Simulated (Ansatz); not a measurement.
**SnO₂: geometry relaxation (part 1 of 3)**

SnO₂ (slab, 24 atoms in the cell), computed with DFT PBEsol, scalar-relativistic, plane waves, PAW, no spin polarisation (Ansatz 0.2.0).

The structure derives from an entry of the Crystallography Open Database. It belongs to a series of runs on one base structure; here: (1 1 0) slab, atoms relaxed.

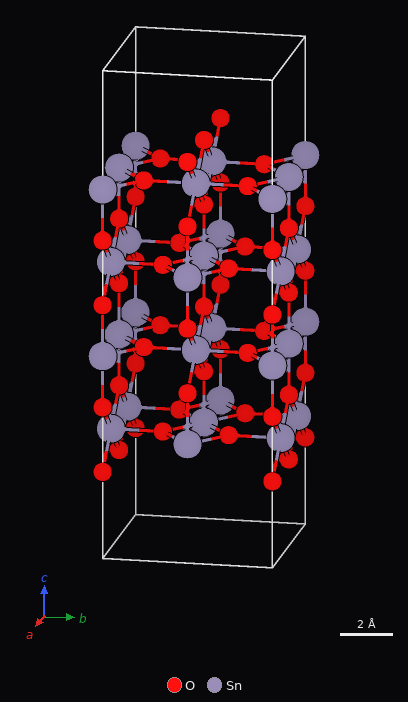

Figure 1. The starting structure (ball-and-stick view of the 2 × 1 repeat of the cell, with the vacuum cut short, seen slightly off an axis). An atom can appear more than once, as a periodic image. Near neighbours in the periodic cell (some may lie outside the picture): O has 2 Sn at 2.07 Å; Sn has 5 O at 2.07 Å; Sn has 6 O at 2.07 Å; O has 3 Sn at 2.07 Å.

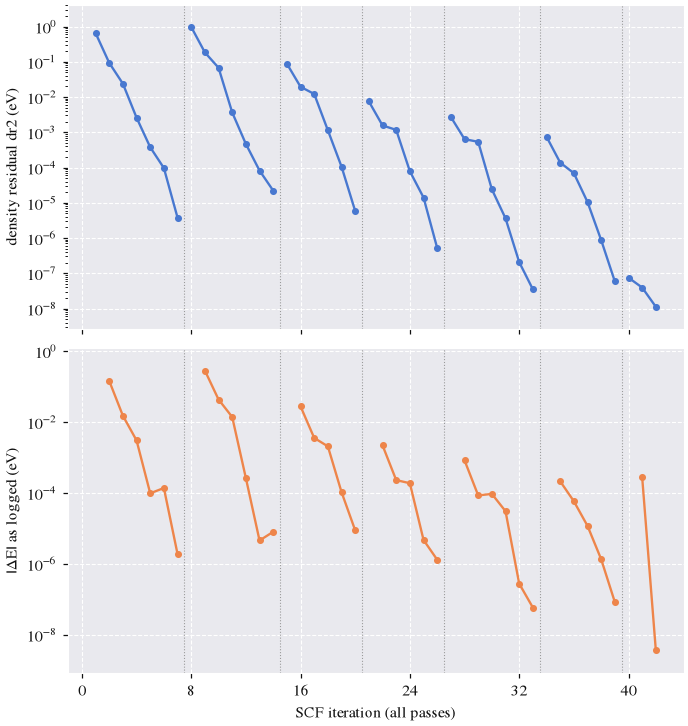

Figure 2. Convergence of the self-consistent field: density residual dr2 and size of the energy change against the SCF iteration. The dotted lines part the SCF passes of the relaxation: geometry steps, rejected trials and re-solves on a re-selected basis. The 7 passes take 3 to 7 iterations each, 42 in all.

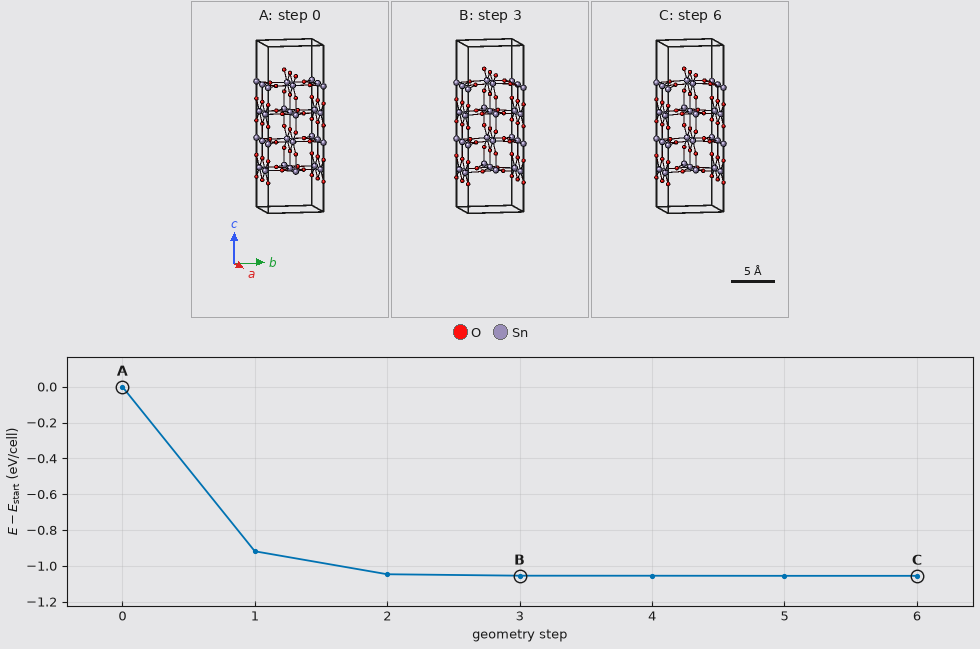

Figure 3. Frames of the relaxation (ball-and-stick view of the 2 × 1 repeat of the cell, with the vacuum cut short, seen slightly off an axis) above the curves, on which the letters mark them (the first geometry is step 0 here and step 1 in the log).

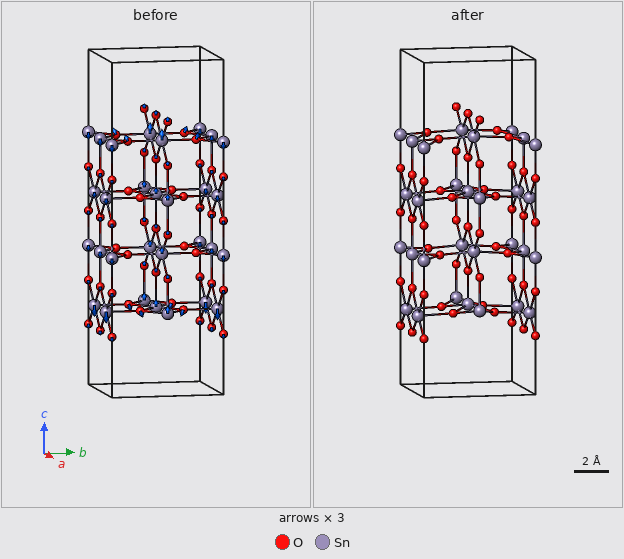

Figure 4. Before (left) and after (right) the relaxation, at one scale (ball-and-stick view of the 2 × 1 repeat of the cell, with the vacuum cut short, seen slightly off an axis). The blue arrows give the displacements, magnified 3 times. After 6 geometry steps the energy has fallen by 1.055 eV per cell of the calculation. The largest force component goes from 2.4 to 0.005 eV/Å. The largest moves, 0.24 Å, are those of Sn3 and Sn21. Largest moves by element: Sn 0.24 Å, O 0.15 Å. The cell stays as it was. Among the contacts that change: O19–Sn21 2.070 → 2.165 Å, O1–Sn3 2.070 → 1.989 Å, O18–Sn20 2.066 → 1.996 Å, Sn21–O22 2.066 → 2.124 Å. Among the angles that change: O4–Sn2–O5 180.0° → 163.1°, O4–Sn2–O7 90.0° → 98.5°, O10–Sn9–O11 180.0° → 171.6°. (Atoms are counted from 1 in the order of the input.)

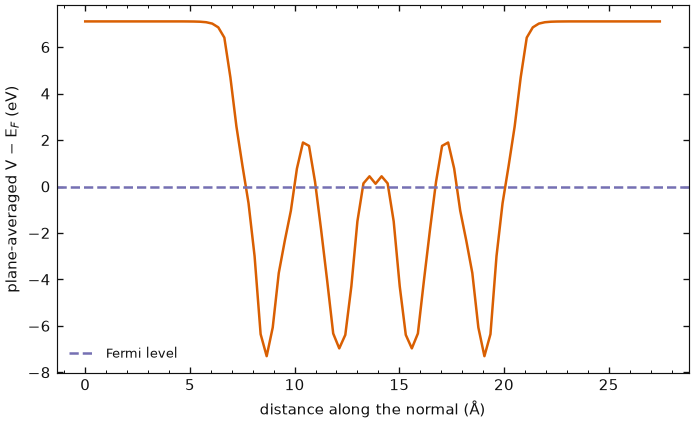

Figure 5. Plane average of the electrostatic potential energy of an electron across the cell, from the Fermi level. The vacuum level lies 7.11 eV above the Fermi level.

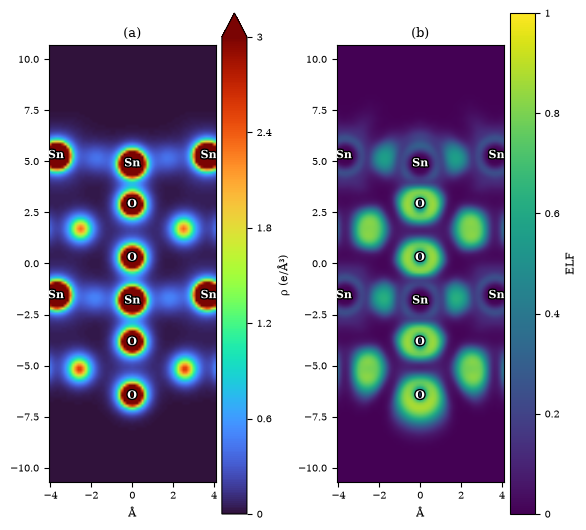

Figure 6. (a) valence electron density; (b) ELF on the (110) plane of the calculation cell, a cut from vacuum to vacuum. Atoms in the plane: O and Sn. Sn–O (2.00 Å): the density is about 0.76 e/Å³ at the midpoint; the ELF is about 0.25 at the midpoint. Sn–O (2.03 Å): ρ is about 0.73 e/Å³ halfway; the ELF is about 0.25 at the midpoint. Sn–O (2.10 Å): ρ at the midpoint is about 0.61 e/Å³; the ELF is about 0.25 at the midpoint. The density dies away to nearly zero in the vacuum. Core electrons are frozen (PAW), so the fields are smoothed inside the atomic spheres.

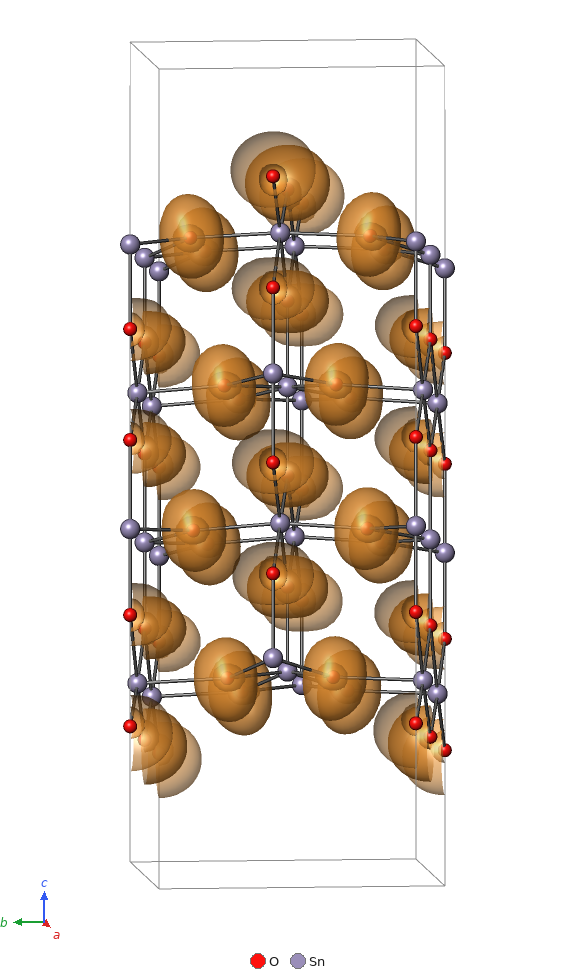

Figure 7. Isosurface of the ELF at 0.7 (orange), seen at an oblique angle. Core shells and regions of very low density are left out. Sticks mark near contacts. Along the contacts the grid gives the following. Sn–O (1.99 Å): the ELF is about 0.30 at the midpoint. Sn–O (2.05 Å): the ELF is about 0.25 at the midpoint.

These pictures come from the run below.

The input
```yaml
crystal:
  lattice:
    - [3.2120684193, 0.0, 0.0]
    - [0.0, 6.7443405708, 0.0]
    - [0.0, 0.0, 27.7295853126]
  atoms:
    - { symbol: O, position: [0.0, 0.0, 0.2704692449] }
    - { symbol: Sn, position: [0.0, 0.5, 0.3175863299] }
    - { symbol: Sn, position: [0.5, 0.0, 0.3175863299] }
    - { symbol: O, position: [0.5, 0.3062765048, 0.3175863299] }
    - { symbol: O, position: [0.5, 0.6937234952, 0.3175863299] }
    - { symbol: O, position: [0.0, 0.0, 0.3647034149] }
    - { symbol: O, position: [0.0, 0.5, 0.3920783583] }
    - { symbol: Sn, position: [0.0, 0.0, 0.4391954433] }
    - { symbol: Sn, position: [0.5, 0.5, 0.4391954433] }
    - { symbol: O, position: [0.5, 0.8062765048, 0.4391954433] }
    - { symbol: O, position: [0.5, 0.1937234952, 0.4391954433] }
    - { symbol: O, position: [0.0, 0.5, 0.4863125283] }
    - { symbol: O, position: [0.0, 0.0, 0.5136874717] }
    - { symbol: Sn, position: [0.0, 0.5, 0.5608045567] }
    - { symbol: Sn, position: [0.5, 0.0, 0.5608045567] }
    - { symbol: O, position: [0.5, 0.3062765048, 0.5608045567] }
    - { symbol: O, position: [0.5, 0.6937234952, 0.5608045567] }
    - { symbol: O, position: [0.0, 0.0, 0.6079216417] }
    - { symbol: O, position: [0.0, 0.5, 0.6352965851] }
    - { symbol: Sn, position: [0.0, 0.0, 0.6824136701] }
    - { symbol: Sn, position: [0.5, 0.5, 0.6824136701] }
    - { symbol: O, position: [0.5, 0.8062765048, 0.6824136701] }
    - { symbol: O, position: [0.5, 0.1937234952, 0.6824136701] }
    - { symbol: O, position: [0.0, 0.5, 0.7295307551] }
basis:
  ecutwfc: 420
kpoints:
  mp_grid: { grid: [8, 4, 1] }
hamiltonian:
  xc: pbesol
scf:
  occupations: { method: gaussian, width: 0.05 }
output:
  forces: true
  eigenvalues: true
  write_density: true
  write_potential: true
  elf: true
  volumetric_format: npy
relax:
  adjacent_minimum: "off"
  f_tol: 0.02
  max_steps: 60
efield:
  axis: 3
  dipole_correction: true
  ramp_width: 0.04
```

Command:
```bash
ansatz run input.yaml --threads 2 --pin off --max-ram 5120MiB --backend cpu --events-out ev --progress --plain --runs-dir out
```

Log
```
Engine: ansatz 0.2.0, x86_64-unknown-linux-gnu
Pseudopotentials: kind: paw
Pseudopotential: O, paw, valence charge 6, recommended cutoff 420 eV (normal), O.paw.azcp
Pseudopotential: Sn, paw, valence charge 14, recommended cutoff 420 eV (normal), Sn.paw.azcp
Functional definition: PBEsol
  exchange = pbesol_x
  correlation = pbesol_c
Crystal: 24 atoms, lattice volume = 600.714 Å³
Basis set: ecut = 420 eV, 11821 PW (Γ), exchange–correlation on 48×96×384 points (8 copies of the dense FFT grid, shifted against one another)
Bands: 128, of which v1, the nominal top of the filled ones, is band 104 counted from 1 (103 counted from 0)
Symmetry: 4 space group operations
k-points: 15 of 32
Non-local potential: O, projectors of the file, l = 0: 2, l = 1: 2, l = 2: 1
Non-local potential: Sn, projectors of the file, l = 0: 2, l = 1: 2, l = 2: 2, l = 3: 2
PAW form: soft (Blöchl's): semilocal exchange-correlation on the pseudo side does not see the compensation charge
PAW frozen core: O, regenerated for the run's functional, and the local potential with it (the file was generated under x = pbe(κ = 0.804, μ = 0.2195149727645171), c = pbe(β = 0.06672455060314922))
PAW frozen core: Sn, regenerated for the run's functional, and the local potential with it (the file was generated under x = pbe(κ = 0.804, μ = 0.2195149727645171), c = pbe(β = 0.06672455060314922))
PAW one-centre angular grid: O, 110 points (default); XC on 64 Gauss nodes
PAW one-centre angular grid: Sn, 590 points (default); XC on 64 Gauss nodes
Initial density: superposition of atomic densities (neutral atoms: chi_scale 0, normalization atom), corrected by the library's trained network
Initial wavefunctions: pseudopotential atomic-orbital guess
Functional: x = pbesol(κ = 0.804, μ = 0.12345679012345678), c = pbesol(β = 0.046)
SCF iter   1: F=—  HF=-56568.297530 eV  |F-HF|=—  |Δ(HF+E_count)|=         —  Δρ=1.13e-2  dr2=6.54e-1  ethr=1.77e-3  p=0.000 e·Å  D=3.61e-13 V/Å  ΔV_dip=-0.00 eV  dr2_dipole=1.55e-10  V_vac-E_F(+/−)=6.57/6.57 eV  ⟨swp⟩=7.1  Hψ=8383  notcnv=0  defer=149
efield: sawtooth ramp at fractional position 0.9800 (placed from the atoms, in the widest stretch of the axis that holds none; the zero of the levels goes with the place), width 0.0400; the density the first Hamiltonian is built on has a dipole p = 0.000 e·Å; the dipole correction subtracts the counter field D = 3.61e-13 V/Å, which shifts the + side's vacuum level by -0.00 eV against the − side's; the planar-averaged density in the ramp window peaks in size at 1.6e-6 e/Å³
preconditioner: auto → Resta (q_TF=auto, 2.286 Å⁻¹)  ε∞=2.4  [insulator: Δε(μ)=0.405 eV  Ē_g=18.570 eV  σ=0.050 eV  W_gap=1.00  n_scr=130 (ndim 8)  ℏωp=21.9 eV  f_vac=0.493  D(μ)=0.00/eV (n_scr^D=0)  ε∞_Penn≈2.4  vacuum switching on, ρ_ref=2.5e-2 e/Å³]
SCF iter   2: F=—  HF=-56568.153438 eV  |F-HF|=—  |Δ(HF+E_count)|=   1.44e-1  Δρ=4.24e-3  dr2=9.31e-2  ethr=3.15e-4  p=-0.000 e·Å  D=-8.49e-7 V/Å  ΔV_dip=0.00 eV  dr2_dipole=6.22e-11  V_vac-E_F(+/−)=6.75/6.75 eV  ⟨swp⟩=2.7  Hψ=3226  notcnv=0  defer=269
SCF iter   3: F=—  HF=-56568.138431 eV  |F-HF|=—  |Δ(HF+E_count)|=   1.50e-2  Δρ=1.77e-3  dr2=2.39e-2  ethr=4.47e-5  p=-0.000 e·Å  D=-3.03e-6 V/Å  ΔV_dip=0.00 eV  dr2_dipole=3.55e-10  V_vac-E_F(+/−)=6.76/6.76 eV  ⟨swp⟩=2.1  Hψ=2694  notcnv=0  defer=269
SCF iter   4: F=—  HF=-56568.135409 eV  |F-HF|=—  |Δ(HF+E_count)|=   3.02e-3  Δρ=7.54e-4  dr2=2.60e-3  ethr=1.15e-5  p=-0.000 e·Å  D=-1.03e-6 V/Å  ΔV_dip=0.00 eV  dr2_dipole=3.10e-10  V_vac-E_F(+/−)=6.74/6.74 eV  ⟨swp⟩=2.0  Hψ=2971  notcnv=0  defer=269
SCF iter   5: F=—  HF=-56568.135506 eV  |F-HF|=—  |Δ(HF+E_count)|=   9.71e-5  Δρ=2.86e-4  dr2=3.77e-4  ethr=1.25e-6  p=0.000 e·Å  D=3.63e-6 V/Å  ΔV_dip=-0.00 eV  dr2_dipole=1.38e-9  V_vac-E_F(+/−)=6.74/6.74 eV  ⟨swp⟩=2.3  Hψ=2873  notcnv=0  defer=269
SCF iter   6: F=—  HF=-56568.135643 eV  |F-HF|=—  |Δ(HF+E_count)|=   1.37e-4  Δρ=1.34e-4  dr2=9.67e-5  ethr=1.81e-7  p=-0.000 e·Å  D=-8.87e-6 V/Å  ΔV_dip=0.00 eV  dr2_dipole=1.15e-8  V_vac-E_F(+/−)=6.74/6.74 eV  ⟨swp⟩=2.0  Hψ=2713  notcnv=0  defer=269
SCF iter   7: F=-56568.135645 eV  HF=-56568.135645 eV  |F-HF|=4.16e-8  |Δ(HF+E_count)|=   1.88e-6  Δρ=2.71e-5  dr2=3.78e-6  ethr=4.81e-9  p=0.000 e·Å  D=6.22e-6 V/Å  ΔV_dip=-0.00 eV  dr2_dipole=6.11e-9  V_vac-E_F(+/−)=6.74/6.74 eV  ⟨swp⟩=27.5  Hψ=24104  notcnv=0
SCF 1 converged in 7 iterations: F = -56568.135645 eV  dr2 = 3.78e-6
  greatest PAW one-centre occupation: 0.996 electrons in one spin orbital (limit 2), on the Sn atom at site 13 (counted from 0), in its partial waves of l = 2
relax step   1: F+E_penalty+E_count = -56568.13564503 eV  Δ(F+E_penalty+E_count) = +0.000e0 eV  max|allowed force component| = 2.440e0 eV/Å  Δτ_max = 0.0000 Å  (7 SCF iters, dr2 threshold 1.00e-5 eV, accepted)
Initial density: handed on by an earlier stage of this run
Initial wavefunctions: those handed on with the density
iter 1 solved again at ethr=4.67e-4 eV; its pass at ethr=3.10e-3 eV (dr2=9.72e-1 eV) is discarded
```
